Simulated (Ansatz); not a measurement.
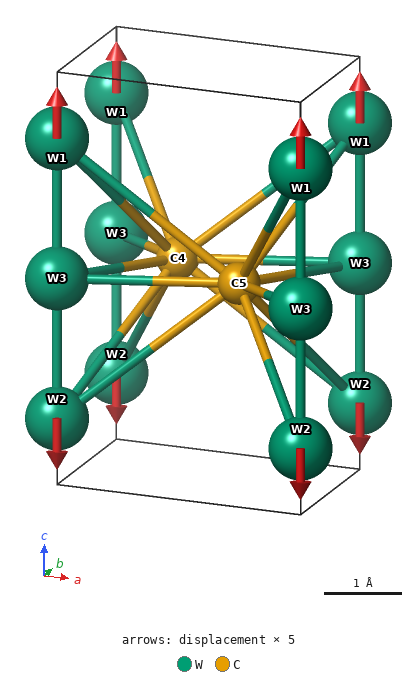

A relaxation of solid W$_{3}$C$_{2}$ (a generated structure, set up in P6/mmm) (coarse preliminary run). The starting structure is drawn; red arrows show the displacements (the part carried along by the change of the cell is left out), magnified 5 times.

A ball-and-stick model of the cell of the calculation, seen slightly off an axis.

Theory: DFT PBE, scalar-relativistic, plane waves, PAW in Ansatz 0.2.0. (plane-wave cutoff 420 eV; k-point mesh 6 × 6 × 4; occupations gaussian; smearing width 0.1 eV; no spin polarisation; cell and atoms relaxed; force threshold 0.04 eV/Å; at most 70 steps)

Question: What happened in the run?

Answer: After 13 accepted moves (15 points after the start) the energy has fallen by 4360 meV per atom. The largest force component goes from 6.6 to 0.031 eV/Å. The pressure goes from 99.58 to 0.09 GPa. The SCF was repeated twice at an unchanged geometry on a basis and grid sized afresh for the cell, which shifted the energy by 89.7 meV per atom at most. The largest moves relative to the cell, 0.14 Å, are those of W1 and W2. W2 goes along −c. C stays in place. The drawn cell changes as follows: a = b 4.201 → 3.582 Å (−14.7 %), c 5.456 → 7.790 Å (+42.8 %); the volume changes by +3.8 %. Among the contacts that change: W1–W3 1.852 → 2.781 Å, W1–W2 1.752 → 2.228 Å, W1–C4 3.052 → 3.466 Å, W3–C4 2.426 → 2.068 Å. Bonds break, among them: W1–W3 (1.85 → 2.78 Å), W2–W3 (1.85 → 2.78 Å). The space group stays P6/mmm (No. 191). The run took 18 s on 1 thread of AMD EPYC 9R45 96-Core Processor (Zen 5), with other jobs on the host, peak memory 0.44 GiB.
